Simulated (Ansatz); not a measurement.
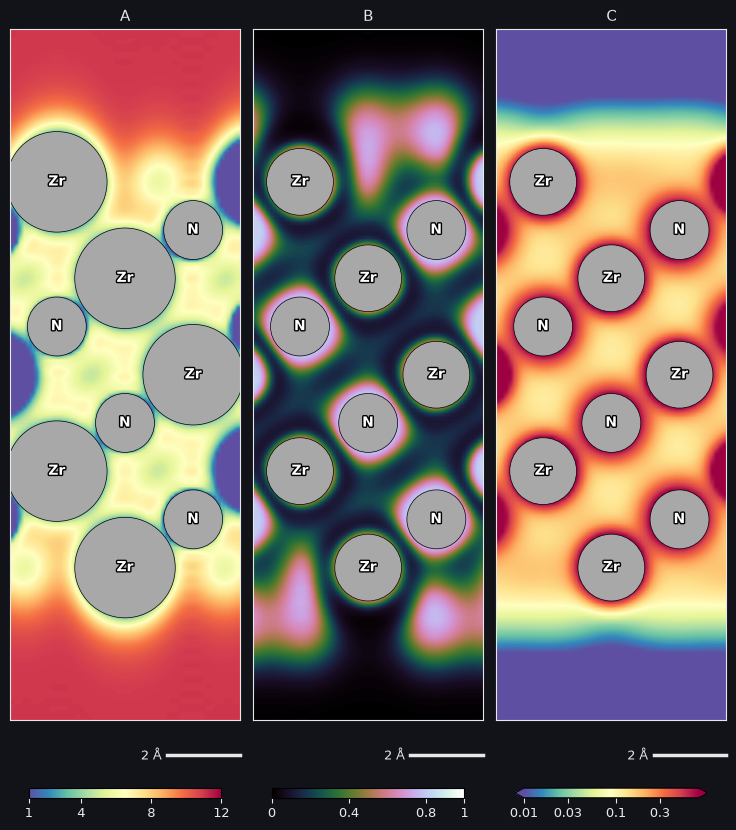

Zr$_{5}$N$_{4}$ (slab): 3 fields on the (110) plane of the calculation cell, a cut from vacuum to vacuum, with unlabelled colour scales. Grey discs cover the atomic cores.

Not relaxed (largest force 0.7 eV/Å).

All numbers below come from DFT PBE, scalar-relativistic, plane waves, PAW (Ansatz).

> Match the panels to the quantities (electron localisation function, electrostatic potential energy of an electron and valence pseudo-density).

Panel A: electrostatic potential energy of an electron (low next to the atoms, rising into the space between them). Panel B: electron localisation function. Panel C: valence pseudo-density. From the grid: Zr–N (2.30 Å): ρ is about 0.46 e/Å³ halfway; the ELF peaks at about 0.80 in the valence shell of N, 0.7 Å from its nucleus, and drops to about 0.15 between the two atoms: no localised pair shows between them.
